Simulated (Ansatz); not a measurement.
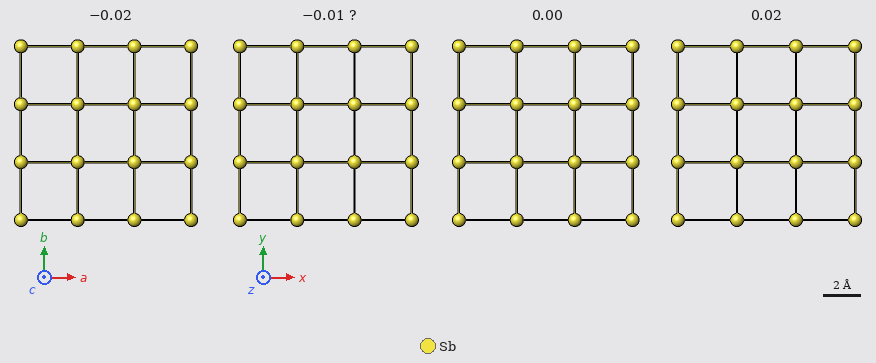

A scan of crystalline Sb (Pm-3m): the cell is strained along x alone, with the atoms kept at their fractional coordinates. x, y and z are the Cartesian axes of the input. Style: ball-and-stick. Shown: the cell of the calculation, repeated 3 × 3 × 3 with one cell outlined, along the c axis.

The calculation used DFT r2SCAN, scalar-relativistic, plane waves, PAW in Ansatz. (plane-wave cutoff 500 eV; k-point mesh 16 × 16 × 16; occupations gaussian; smearing width 0.15 eV; no spin polarisation). Energies (free energies at the smearing named) are counted from the cell as listed in its source, which wasn't relaxed.

| strain | E − E(ref) (meV/atom) |
| --- | --- |
| −0.0200 | −10.5 |
| −0.0150 | −8.7 |
| −0.0100 | ? |
| −0.0050 | −3.4 |
| 0.0000 | 0.0 |
| 0.0050 | 3.9 |
| 0.0100 | 8.4 |
| 0.0150 | 13.2 |
| 0.0175 | 15.8 |
| 0.0200 | 18.5 |

Question: One row is withheld. What is its energy?

Answer: A straight line between the two neighbours gives −6.0 meV/atom. A cubic through the four nearest rows (−0.0200, −0.0150, −0.0050, 0.0000) gives, with Lagrange weights, (−0.1667)(−10.5) + (0.6667)(−8.7) + (0.6667)(−3.4) + (−0.1667)(0.0) = −6.3 meV/atom. The calculation gives −6.4 meV/atom, so the cubic is 0.1 meV/atom too high and the straight line 0.4 meV/atom too high, as the curve bends upwards here.

The whole profile:

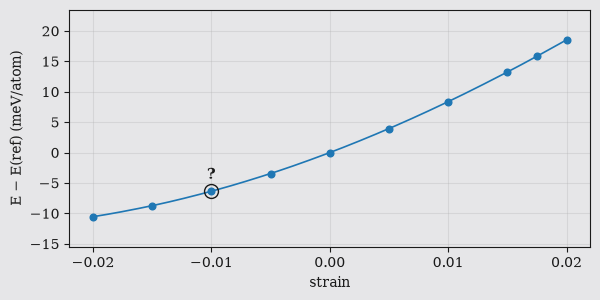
